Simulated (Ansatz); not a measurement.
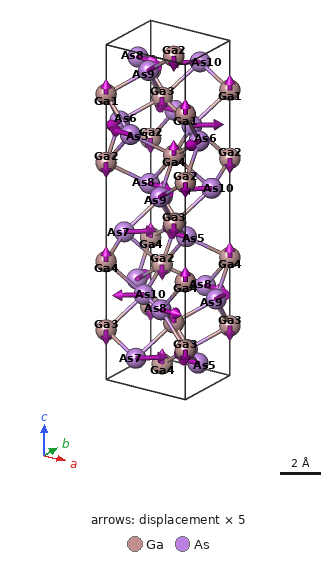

This is a relaxation of a crystal of Ga2As3 (built on the corundum_167 type) (coarse preliminary run). The starting structure is drawn; purple arrows show the displacements (the part carried along by the change of the cell is left out), magnified 5 times.

The picture is a ball-and-stick view of the conventional cell (3 times the calculation's cell), seen slightly off an axis. Lengths and directions refer to the drawn axes.

Case: corundum type (R-3c, No. 167).

All numbers below come from DFT PBE, scalar-relativistic, plane waves, PAW in Ansatz. Set-up: plane-wave cutoff 420 eV; k-point mesh 3 × 3 × 3; occupations gaussian; smearing width 0.1 eV; no spin polarisation; cell and atoms relaxed; force threshold 0.04 eV/Å; at most 70 steps.

> Which element moves most?

Arsenic: up to 0.33 Å, against 0.16 Å for gallium.

> Describe the change and its energy.

Over 5 accepted moves (6 points after the start) the energy falls by 124 meV per atom. The largest force component goes from 0.37 to 0.023 eV/Å. Pressure: 8.01 GPa at the start and −0.01 GPa at the end. At 1 point the geometry stayed and the basis and grid were re-selected for the new cell (energy shift of 2.8 meV per atom at most each time). The largest moves relative to the cell, 0.33 Å, are those of As5, As6, As7, As8, As9 and As10. As10 goes along [−1 −1 0]. Largest moves by element: As 0.33 Å, Ga 0.16 Å. The drawn cell changes as follows: a = b 6.316 → 6.357 Å (+0.6 %), c 17.245 → 19.687 Å (+14.2 %); the volume changes by +15.6 %. Some distances before and after: As5–As6 3.351 → 2.802 Å, Ga1–As10 2.462 → 2.652 Å, Ga1–As5 2.617 → 2.709 Å. Bond angles that change, for instance: Ga3–As10–Ga4 84.7° → 106.7°, As8–Ga3–As9 79.6° → 62.3°, As5–Ga3–As9 164.2° → 150.3°. The space group stays R-3c (No. 167). Cost: 31 s on 1 thread of Intel(R) Xeon(R) 6975P-C (Granite Rapids), on a shared host, peak memory 0.61 GiB.
